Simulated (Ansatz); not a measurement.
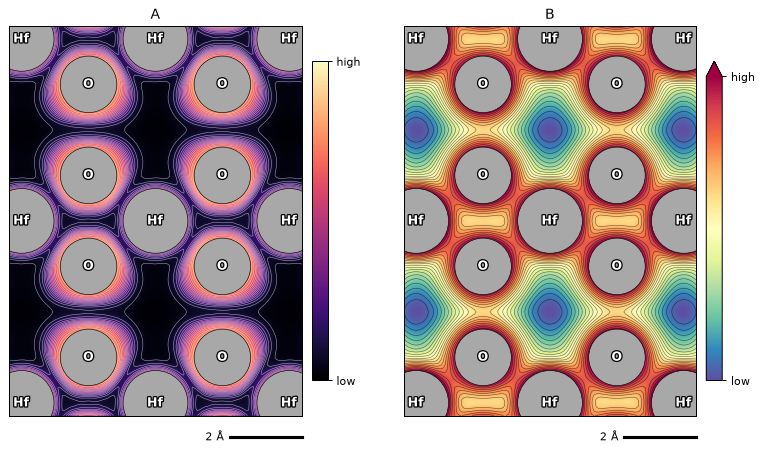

HfO2: 2 fields on the (100) plane of the conventional cell, with unlabelled colour scales. Grey discs cover the atomic cores.

Space group I4/mmm; changed on purpose from its base cell (normal strain along x +0.0400, normal strain along y +0.0400); computed pressure about −18 GPa in this cell; PAW files of the earlier set (soft_1).

Level of theory: DFT PBEsol, scalar-relativistic, plane waves, PAW (Ansatz).

Q: Which field does each panel show? The fields are: electron localisation function and valence pseudo-density.

A: Panel A: electron localisation function. Panel B: valence pseudo-density. From the grid: Hf–O (2.24 Å): the density is about 0.5 e/Å³ at the midpoint; the ELF peaks at about 0.85 in the valence shell of O, 0.6 Å from its nucleus, and drops to about 0.15 between the two atoms (no shared electron pair shows on this line).
